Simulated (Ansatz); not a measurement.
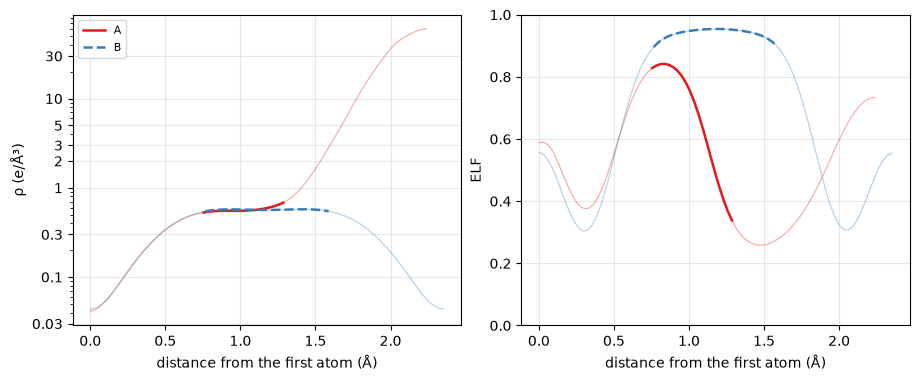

Figure. Si₃₁Ni (cell with a defect). Valence pseudo-density and electron localisation function along straight lines between neighbouring atoms. Thin, pale parts lie inside the atomic spheres.

Spin-polarised.

All numbers below come from Ansatz 0.2.0, DFT PBEsol, scalar-relativistic, plane waves, PAW.

The density is the valence pseudo-density of a PAW calculation; it isn't the true density close to the nuclei.

Q: Which curve belongs to which contact (Si–Ni and Si–Si)? The first atom named is at distance zero.

A: Curve A: Si–Ni (2.24 Å): the density is about 0.57 e/Å³ at the midpoint; the ELF peaks at about 0.85 in the valence shell of Si, 0.8 Å from its nucleus, and is about 0.60 at the midpoint. Curve B: Si–Si (2.35 Å): ρ is about 0.57 e/Å³ halfway; the ELF peaks at about 0.95 between the atoms.
